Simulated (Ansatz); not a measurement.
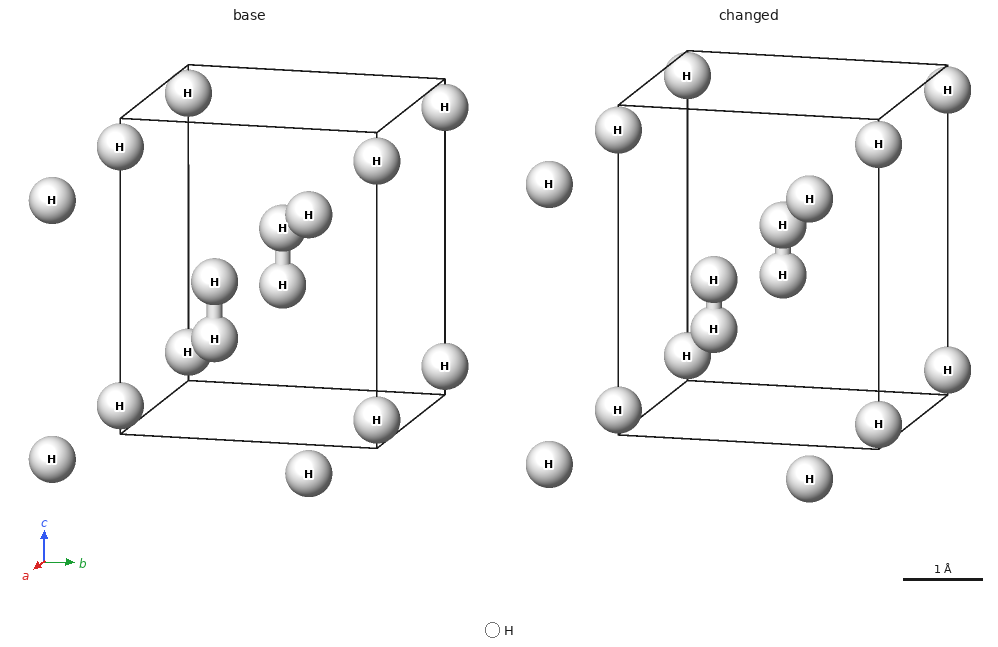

Left: a symmetric starting cell of H. Right: the same structure after one change, at the same scale. Style: ball-and-stick. Shown: the conventional cell (2 times the calculation's cell), repeated 2 × 1 × 1 with one cell outlined, slightly off an axis. Lengths and directions refer to the drawn axes.

All numbers below come from DFT PBEsol, scalar-relativistic, plane waves, PAW in Ansatz 0.2.0. Settings: plane-wave cutoff 420 eV; k-point mesh 10 × 10 × 10; occupations gaussian; smearing width 0.02 eV; no spin polarisation.

**What was changed?**

The cell is strained by +4.4 % along c and +1.4 % across it (volume +7.5 %) and atoms are displaced by 0.06 Å relative to the cell. No relaxation follows. The starting cell wasn't computed here and needn't be at equilibrium, so pressure and forces aren't due to the change alone.

**What does the change do?**

The pressure is 7.2 GPa (not all of it need come from the change, since the unchanged cell can be under pressure at this level too). The principal stresses (compression positive) are 21.5 GPa along c and 0.1 GPa across it. The largest forces, 5.2 eV/Å, act on 2 H atoms of the calculation's cell. The forces point straight back along the displacements (cosine −1.00). Some distances before and after: H–H 0.742 → 0.650 Å. The space group stays I4/mmm (No. 139).
